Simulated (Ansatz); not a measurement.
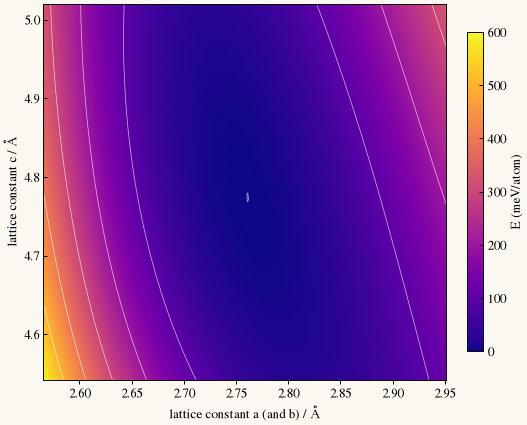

Pt (P6_3/mmc, No. 194; 2 atoms in the cell). 
- The energy is mapped over the lattice constants a and c of the conventional cell.
- The first coordinate is: lattice constant a (and b); the second: lattice constant c.
- Nothing is relaxed (symmetry fixes all fractional coordinates).
- The grid has 9 × 9 points.
- Points are written as (first, second).
- Energies are in meV/atom, from the lowest grid point.
- Method: Ansatz 0.2.0, DFT PBE, scalar-relativistic, plane waves, PAW. Settings: cutoff 420 eV, k-mesh 18×18×10 in the order of the run's cell vectors, gaussian smearing 0.15 eV, no spin polarisation.

In the figure: a smooth colour map with a few white contour lines. Between grid points the surface is interpolated.

The lowest grid point is at (2.759 Å, 4.781 Å). It is the only kind of minimum in the scanned range. The highest grid point, (2.565 Å, 4.542 Å), lies 601 meV/atom above the lowest.

The level of theory is changed to DFT PBEsol, scalar-relativistic, plane waves, PAW (Ansatz 0.2.0); with it change the cell, relaxed at the new level (first cell vector 2.725 Å, before 2.759 Å); the new grid has 7 × 7 points, laid about the new relaxed structure.

What will the new map look like?

Answer. The minimum (interpolated where it lies between grid points) moves from about (2.761 Å, 4.774 Å) to about (2.727 Å, 4.701 Å). The curvature at the minimum changes from about 30 to 35 eV/Å² along lattice constant a (and b) and from about 2.8 to 3.3 eV/Å² along lattice constant c (per cell).

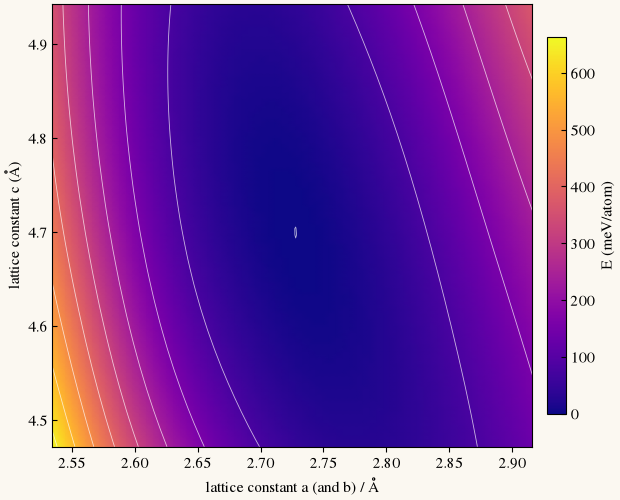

The map after the change, on a colour scale of its own. In the figure: a smooth colour map with a few white contour lines. Between grid points the surface is interpolated.
